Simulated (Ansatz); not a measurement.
WS₂: single-point calculation

WS₂ (P1, 6 atoms in the cell), computed with DFT PBE, scalar-relativistic, plane waves, PAW, no spin polarisation (Ansatz 0.2.0).

The structure derives from an entry of the Crystallography Open Database. It belongs to a series of runs on one base structure; here: all atoms moved at random (sigma 0.1 A a component). Figures and captions count atoms from 1; the log counts them from 0 in places.

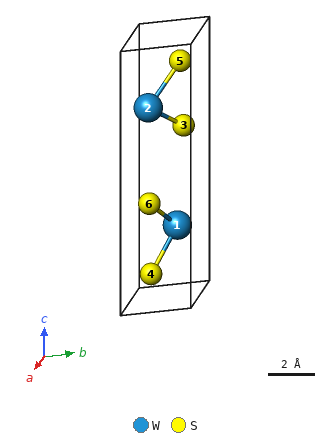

The input geometry (ball-and-stick view of the cell of the calculation, set on other vectors, seen at an oblique angle; atoms are numbered from 1 in the order of the input). An atom can appear more than once, as a periodic image. Near neighbours in the periodic cell (some may lie outside the picture): W has 6 S at 2.04 to 2.66 Å; S has 3 W at 2.04 to 2.66 Å.

## Key numbers

| quantity | value |
| --- | --- |
| outcome | converged |
| space group (tolerance 0.01 Å) | P1 (1) |
| electrons treated | 52 |
| free energy | −24380.6596 eV |
| Fermi energy | 11.763 eV |
| gap on the k-point mesh | 0.19 eV |
| pressure | 5.22 GPa |
| largest force (length of the vector) | 11.164 eV/Å |
| hardware | 2 threads of Intel Xeon @ 2.50GHz (Skylake/Cascade Lake), 192 GiB of memory available, shared host |
| wall time | 92 s (CPU time 3 min) |
| peak memory | 0.98 GiB |

## Notes

Spin–orbit coupling is left out, which matters for W.

## The input
```yaml
crystal:
  lattice:
    - [3.1799996605, 0.0, 0.0]
    - [-1.5899998303, 2.75396049, 0.0]
    - [0.0, 0.0, 12.5]
  atoms:
    - { symbol: W, position: [0.2957971253, 0.6618674221, 0.2558530329] }
    - { symbol: W, position: [0.6968541096, 0.4102717716, 0.7361535109] }
    - { symbol: S, position: [0.3856754883, 0.6651580109, 0.6309670777] }
    - { symbol: S, position: [0.6482525192, 0.290971266, 0.1172936044] }
    - { symbol: S, position: [0.3487047825, 0.6796746301, 0.875598161] }
    - { symbol: S, position: [0.6247159752, 0.2920568993, 0.3841346131] }
basis:
  ecutwfc: 420
kpoints:
  mp_grid: { grid: [12, 12, 4] }
hamiltonian:
  xc: pbe
scf:
  occupations: { method: gaussian, width: 0.05 }
output:
  forces: true
  stress: true
  eigenvalues: true
  write_density: true
  write_potential: true
  elf: true
  volumetric_format: npy
```

Launched with:
```bash
ansatz run input.yaml --threads 2 --pin off --max-ram 5120MiB --backend cpu --events-out ev --progress --plain --runs-dir out
```

## What the program printed
```
Engine: ansatz 0.2.0, x86_64-unknown-linux-gnu
Pseudopotentials: kind: paw
Pseudopotential: W, paw, valence charge 14, recommended cutoff 420 eV (normal), W.paw.azcp
Pseudopotential: S, paw, valence charge 6, recommended cutoff 420 eV (normal), S.paw.azcp
Functional definition: PBE
  parameter kappa = 0.804
  parameter beta = 0.06672455060314922
  exchange = pbe_x(kappa = kappa, mu = beta*pi^2/3)
  correlation = pbe_c(beta = beta)
Crystal: 6 atoms, lattice volume = 109.470 Å³
Basis set: ecut = 420 eV, 2129 PW (Γ), exchange–correlation on 48×48×180 points (8 copies of the dense FFT grid, shifted against one another)
Bands: 32, of which v1, the nominal top of the filled ones, is band 26 counted from 1 (25 counted from 0)
Symmetry: 1 space group operations
Space group: P1 (ITA 1), of the structure as read, at distance tolerance 4.8e-5 Å
k-points: 292 of 576 (time reversal used)
Non-local potential: W, projectors of the file, l = 0: 3, l = 1: 2, l = 2: 2, l = 3: 1
Non-local potential: S, projectors of the file, l = 0: 2, l = 1: 2, l = 2: 2
PAW form: soft (Blöchl's): semilocal exchange-correlation on the pseudo side does not see the compensation charge
PAW one-centre angular grid: W, 590 points (default); XC on 64 Gauss nodes
PAW one-centre angular grid: S, 110 points (default); XC on 64 Gauss nodes
Initial density: superposition of atomic densities (neutral atoms: chi_scale 0, normalization atom), corrected by the library's trained network
Initial wavefunctions: pseudopotential atomic-orbital guess
Functional: x = pbe(κ = 0.804, μ = 0.2195149727645171), c = pbe(β = 0.06672455060314922)
SCF iter   1: F=—  HF=-24380.670041 eV  |F-HF|=—  |Δ(HF+E_count)|=         —  Δρ=6.71e-3  dr2=1.97e-1  ethr=1.77e-3  ⟨swp⟩=6.2  Hψ=43711  notcnv=0
preconditioner: auto → Resta (q_TF=auto, 2.410 Å⁻¹)  ε∞=7.9  [insulator: Δε(μ)=0.273 eV  Ē_g=8.079 eV  σ=0.050 eV  W_gap=1.00  n_scr=26 (ndim 8)  ℏωp=21.3 eV  f_vac=0.016  D(μ)=0.00/eV (n_scr^D=0)  ε∞_Penn≈7.9]
SCF iter   2: F=—  HF=-24380.657163 eV  |F-HF|=—  |Δ(HF+E_count)|=   1.29e-2  Δρ=3.56e-3  dr2=1.00e-2  ethr=3.80e-4  ⟨swp⟩=2.0  Hψ=12509  notcnv=0  defer=322
SCF iter   3: F=—  HF=-24380.658503 eV  |F-HF|=—  |Δ(HF+E_count)|=   1.34e-3  Δρ=1.88e-3  dr2=2.85e-3  ethr=1.93e-5  ⟨swp⟩=2.1  Hψ=11367  notcnv=0  defer=375
SCF iter   4: F=—  HF=-24380.659616 eV  |F-HF|=—  |Δ(HF+E_count)|=   1.11e-3  Δρ=4.18e-4  dr2=3.15e-4  ethr=5.47e-6  ⟨swp⟩=2.0  Hψ=12943  notcnv=0  defer=375
SCF iter   5: F=—  HF=-24380.659614 eV  |F-HF|=—  |Δ(HF+E_count)|=   1.56e-6  Δρ=1.48e-4  dr2=3.11e-5  ethr=6.06e-7  ⟨swp⟩=2.0  Hψ=13019  notcnv=0  defer=375
SCF iter   6: F=—  HF=-24380.659574 eV  |F-HF|=—  |Δ(HF+E_count)|=   4.03e-5  Δρ=4.97e-5  dr2=6.30e-6  ethr=5.98e-8  ⟨swp⟩=2.2  Hψ=13659  notcnv=0  defer=375
SCF iter   7: F=—  HF=-24380.659576 eV  |F-HF|=—  |Δ(HF+E_count)|=   1.96e-6  Δρ=2.52e-5  dr2=1.90e-6  ethr=1.21e-8  ⟨swp⟩=2.0  Hψ=12822  notcnv=0  defer=375
SCF iter   8: F=—  HF=-24380.659576 eV  |F-HF|=—  |Δ(HF+E_count)|=   8.75e-8  Δρ=9.00e-6  dr2=1.70e-7  ethr=3.66e-9  ⟨swp⟩=2.0  Hψ=12085  notcnv=0  defer=375
SCF iter   9: F=-24380.659576 eV  HF=-24380.659576 eV  |F-HF|=9.63e-9  |Δ(HF+E_count)|=   7.97e-8  Δρ=2.24e-6  dr2=8.28e-9  ethr=1.92e-10  ⟨swp⟩=14.4  Hψ=69355  notcnv=0
SCF 1 converged in 9 iterations: F = -24380.659576 eV  dr2 = 8.28e-9
  greatest PAW one-centre occupation: 1.000 electrons in one spin orbital (limit 2), on the W atom at site 0 (counted from 0), in its partial waves of l = 0
SCF converged after 9 iterations
Free energy (F): -24380.659576 eV
Harris-Foulkes:  -24380.659576 eV  (|F-HF|=9.63e-9)
Internal energy: -24380.659569 eV  (E = F + TS)
E sigma→0 (E₀):  -24380.659572 eV
Entropy (-TS):   -0.000007 eV (-0.001 meV/atom)
Fermi energy:    11.763200 eV
--- Per-component energies (eV) ---
  E_band       = -394.519820
  E_kinetic    = 1333.381872
  E_local      = -3585.180024  (includes V_loc(G=0)·N_el)
  E_nonlocal   = 115.866308
  E_hartree    = 1420.683594
  E_xc         = -923.838802
  E_vxc        = -829.419194  (∫ρ·V_xc dr)
  E_paw        = -19526.605114  (= ΣΔE_a)
  E_vpaw       = -270.537085  (= ΣTr[D̂ρ^β])
  E_aug_tail   = -0.000111  (compensation charges beyond the density's cutoff)
  E_ewald      = -3214.967291
  E_smearing   = -0.000007  (= −TS)
  E_closure    = 0.000000  (closes the sum)
  Σ components = -24380.659576   (vs F -24380.659576, Δ=0.00e0)
--- Forces (eV/Å), atoms counted from 1 ---
  atom   1  W      1.23253441    -1.64400257    -1.56590136
  atom   2  W      4.86581981    -4.93694867     8.75151233
  atom   3  S     -4.73640223     3.81948251    -7.08011402
  atom   4  S     -0.77992429     0.70024508     2.24440439
  atom   5  S     -0.14582316     1.08138421    -1.65433004
  atom   6  S     -0.43620031     0.97983720    -0.69555091
  max |Σ_I F_I| component: 2.04e-5 eV/Å
--- Stress (GPa, compression-positive) ---
        9.170645      -3.414125       9.619164
       -3.414125       1.786952      -3.936186
        9.619164      -3.936186       4.714917
  P = ⅓ Tr σ = 5.2242 GPa (52.242 kbar)
--- Band table (eV; the first three rows and the last of 292) ---
  k-point 0: bands = ["-63.3596", "-63.2844", "-27.7385", "-27.6168", "-27.5212", "-27.4333", "-27.4234", "-27.4156", "-4.4952", "-3.7434", "-2.6793", "-2.2643", "3.6991", "4.7680", "6.5986", "6.7852", "7.3532", "8.2180", "8.3806", "8.6840", "9.0789", "9.3253", "10.0786", "10.1793", "10.2799", "11.6647", "12.1349", "12.7232", "12.8157", "13.1078", "13.6306", "14.0076"]
  k-point 1: bands = ["-63.3596", "-63.2844", "-27.7385", "-27.6168", "-27.5212", "-27.4333", "-27.4235", "-27.4157", "-4.4919", "-3.7577", "-2.6237", "-2.3120", "3.7907", "4.6126", "6.6084", "6.7852", "7.5490", "8.2202", "8.3780", "8.6838", "8.9987", "9.1339", "10.0926", "10.1925", "10.3881", "11.6628", "12.1339", "12.7173", "12.8228", "13.1104", "13.6281", "13.9978"]
  k-point 2: bands = ["-63.3596", "-63.2844", "-27.7385", "-27.6168", "-27.5212", "-27.4333", "-27.4235", "-27.4157", "-4.4886", "-3.7716", "-2.5410", "-2.3871", "3.9255", "4.4204", "6.6149", "6.7852", "7.8049", "8.2294", "8.3668", "8.6804", "8.7303", "9.1066", "10.0964", "10.1953", "10.4823", "11.6607", "12.1329", "12.7122", "12.8292", "13.1130", "13.6255", "13.9892"]
  k-point 291: bands = ["-63.3433", "-63.2662", "-27.9703", "-27.7362", "-27.5905", "-27.5617", "-27.5082", "-27.5056", "-2.6353", "-1.8348", "-1.5693", "-1.3319", "3.7049", "4.5487", "5.4355", "5.6371", "6.2805", "6.5131", "7.1210", "7.4777", "8.1279", "8.5334", "8.9263", "9.5611", "9.8250", "10.0253", "12.9209", "13.5569", "13.6274", "13.7039", "14.0309", "14.4663"]
```

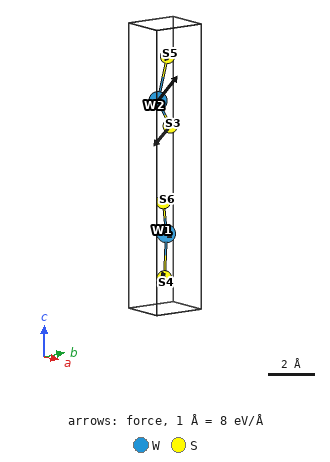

Forces on the atoms as black arrows (ball-and-stick view of the cell of the calculation, set on other vectors, seen slightly off an axis; atoms are numbered from 1 in the order of the input). The largest act on W2 (11.16 eV/Å); S3 (9.34 eV/Å). The geometry is not a stationary point of this energy.

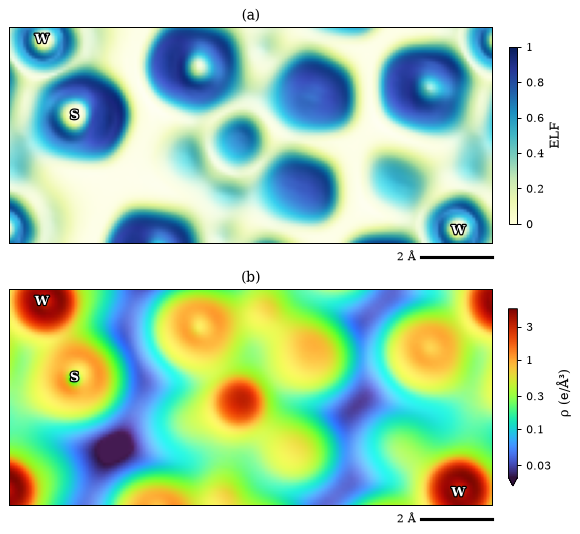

(a) electron localisation function; (b) valence charge density (pseudo) on the (111) plane of the conventional cell. Atoms in the plane: W and S. W–S (2.33 Å): the density is about 0.71 e/Å³ at the midpoint; the ELF is about 0.45 at the midpoint. Away from the nuclei the density in this plane falls to 0.01 e/Å³ at its lowest. The strong features right at W lie inside the PAW spheres (semicore, d or f shells) and say nothing about bonding. In a PAW calculation such maps are meaningful between the atoms, not at the nuclei.

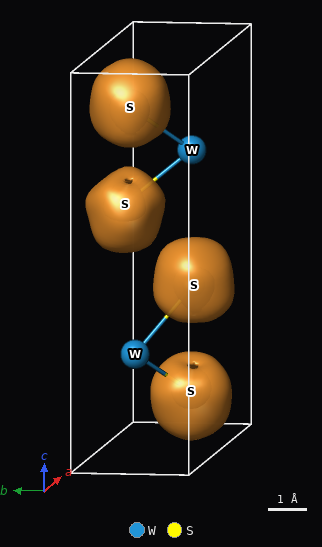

Isosurface of the electron localisation function at 0.7 (orange), seen at an oblique angle. Core shells and regions of very low density are left out. Sticks mark near contacts. The outline is the cell set on symmetry axes. Profiles from the grid: W–S (2.04 Å): the ELF is about 0.50 at the midpoint. W–S (2.33 Å): the ELF is about 0.45 at the midpoint.
